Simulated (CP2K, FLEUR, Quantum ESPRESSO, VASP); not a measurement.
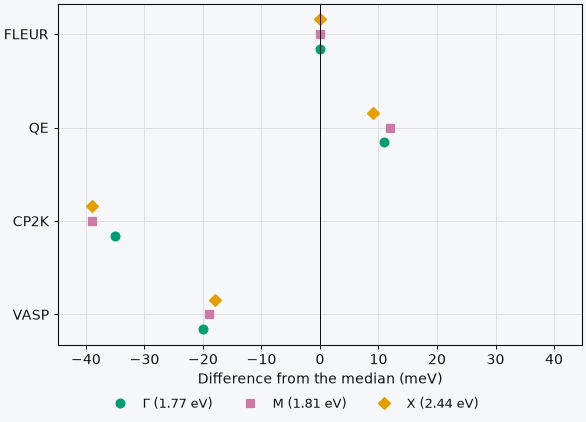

Lowest conduction level at each named k point, counted from the valence-band top at Γ, for rutile TiO2, space group P4_2/mnm, 6 atoms in the cell; a = 4.600 Å, c = 2.959 Å (tetragonal axes). Four programs ran LDA (no spin polarisation, no spin-orbit coupling) on the same cell and 6×6×9 k mesh. The plot shows each result less the median of the plane-wave and all-electron runs, which the legend gives.

How well do the programs agree?

Answer. The plane-wave and all-electron programs (VASP, Quantum ESPRESSO and FLEUR) agree within 32 meV at these points. CP2K departs by up to −39 meV (at M).

| program | kind | valence electrons | Γ (eV) | M (eV) | X (eV) |
| --- | --- | --- | --- | --- | --- |
| VASP | plane waves | 48 | 1.752 | 1.790 | 2.422 |
| CP2K | local basis | 48 | 1.737 | 1.770 | 2.401 |
| Quantum ESPRESSO | plane waves | 48 | 1.783 | 1.821 | 2.449 |
| FLEUR | all-electron | – | 1.772 | 1.809 | 2.440 |

Settings. VASP PAW LDA potentials, release 64 (Ti_sv, O), 520 eV cutoff, Fermi-Dirac smearing of 0.05 eV (VASP 6.6.1). GTH_POTENTIALS Ti GTH-PADE-q12, O GTH-PADE-q6; TZVP-MOLOPT-PBE-GTH basis, Fermi-Dirac smearing of 0.05 eV (CP2K 2026.2). GBRV 1.5 LDA, 612 eV cutoff, Fermi-Dirac smearing of 0.05 eV (Quantum ESPRESSO 7.5). all-electron, Fermi-Dirac smearing of 0.05 eV (FLEUR MaX-R8.1 (later development tree)).

LDA, GGA and most meta-GGA functionals understate gaps. The cell is a database's computed one. CP2K: the basis of atomic orbitals isn't converged, which shifts gaps and empty levels.
